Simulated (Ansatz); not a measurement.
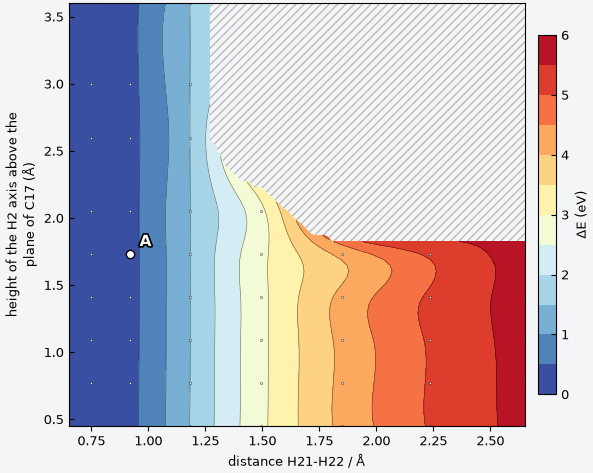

H₂ on a C(111) slab cut from the P6/mmm phase, its upper half relaxed before the scan (20 atoms of substrate and one adsorbate in a 2 × 1 cell). 
- H2 lies flat over one site of a rigid substrate while its bond length and height are varied; it sits over a hollow site, heights counted from the top plane, its axis along the first surface vector.
- The first coordinate is: distance H21-H22; the second: height of the H2 axis above the plane of C17.
- The scan uses an 8 × 9 grid. At 15 points there is no value (left out: too close to the surface, or the stretched molecule far from it).
- Points are written as (first, second).
- Energies are in eV, from the lowest grid point.
- These are results of DFT PBE, scalar-relativistic, plane waves, PAW (Ansatz 0.2.0), not measurements. Settings: cutoff 420 eV, k-mesh 4×3×1, gaussian smearing 0.1 eV, no spin polarisation.

The picture shows filled contours, dots at the grid points, hatched blanks where no value was computed, the point A. Between grid points the surface is interpolated.

Is A at rest? If not, where is it pushed?

Answer. A, at (0.919 Å, 1.73 Å), is not a stationary point. The computed force is 3.5 eV for each Å towards smaller values of distance H21-H22 and nearly zero along the second coordinate.

PAW datasets: the set soft_1.
